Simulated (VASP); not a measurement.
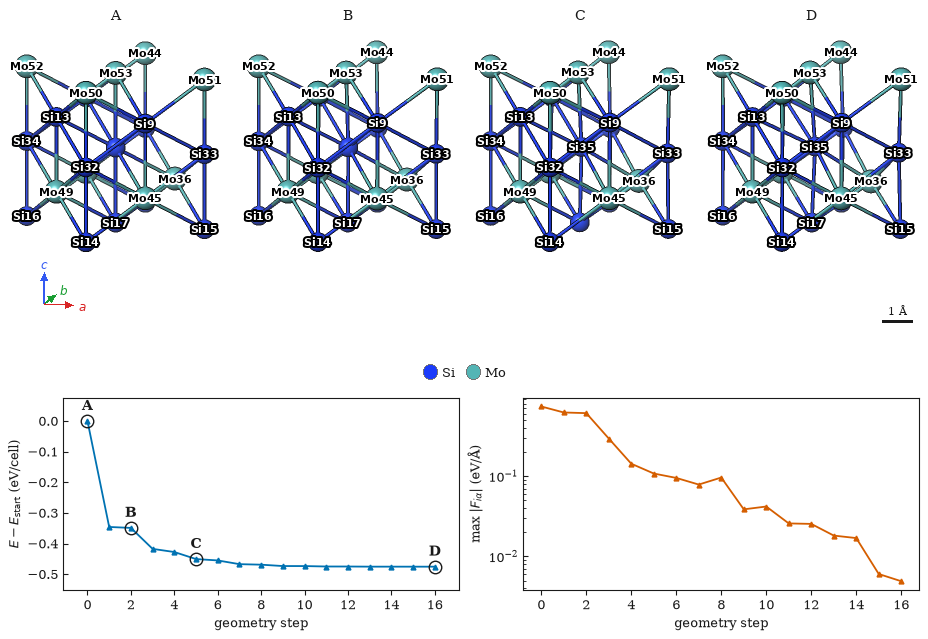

Frames of a relaxation of a defect cell of composition Si35Mo18, marked on the history of the run. A ball-and-stick model of the atoms within 4.2 Å of the atom that moves most (axes of the cell of the calculation), seen slightly off an axis.

The run lets the atoms move in a fixed cell.

All numbers below come from Kohn-Sham DFT of a periodic cell, PBE, VASP PAW PBE potentials, recommended (VASP).

Input file:
```
SYSTEM = Si35Mo18
PREC     = Accurate       ! precision mode
ENCUT    = 520            ! plane-wave cutoff, eV
EDIFF    = 1E-7           ! SCF threshold, eV
ISMEAR   = 1              ! smearing method
SIGMA    = 0.1            ! smearing width, eV
LREAL    = .False.        ! projectors in reciprocal space
LASPH    = .True.         ! aspherical terms in the spheres
NELM     = 100            ! most SCF steps
ALGO     = Normal         ! electronic algorithm
ISIF     = 2              ! what is computed and relaxed
LWAVE    = .False.        ! write WAVECAR
LCHARG   = .False.        ! write CHGCAR
GGA      = PE             ! functional
IBRION   = 2              ! ionic algorithm
NSW      = 60             ! ionic steps
EDIFFG   = -0.005         ! ionic threshold
```

Command:
```bash
cat potpaw_PBE.64/Si/POTCAR potpaw_PBE.64/Mo_sv/POTCAR > POTCAR
mpirun -np 8 vasp_std > vasp.out
```

Q: What happens along the run?

A: The largest moves, 0.13 Å, are those of Si atoms. By element the largest moves are Si 0.13 Å, Mo 0.10 Å. The cell doesn't change. Near-neighbour distances that change, for instance: Mo–Si 2.616 → 2.740 Å, Si–Si 2.612 → 2.707 Å, Mo–Si 2.616 → 2.562 Å, Si–Si 2.612 → 2.648 Å. Over 16 geometry steps the energy falls by 0.475 eV per cell of the calculation. The largest force component goes from 0.73 to 0.0049 eV/Å. From step 0 to 2: Mo atoms move most (0.06 Å), energy −0.349 eV per cell of the calculation. From step 2 to 5: a Si atom moves most (0.07 Å), energy −0.102 eV per cell of the calculation. From step 5 to 16: Si atoms move most (0.06 Å), energy −24.8 meV per cell of the calculation.

```csv
step,"E − E(0), meV/atom","largest force component, eV/Å"
0,0.00,0.7350
1,-6.52,0.6190
2,-6.58,0.6073
3,-7.87,0.2933
4,-8.07,0.1425
5,-8.50,0.1076
6,-8.58,0.0948
7,-8.81,0.0784
8,-8.85,0.0959
9,-8.93,0.0385
10,-8.93,0.0418
11,-8.96,0.0257
12,-8.96,0.0254
13,-8.97,0.0182
14,-8.97,0.0169
15,-8.97,0.0060
16,-8.97,0.0049
```

Limits of the set-up: the periodic images lie only 7.9 Å apart, so the values are limited by the cell's size.
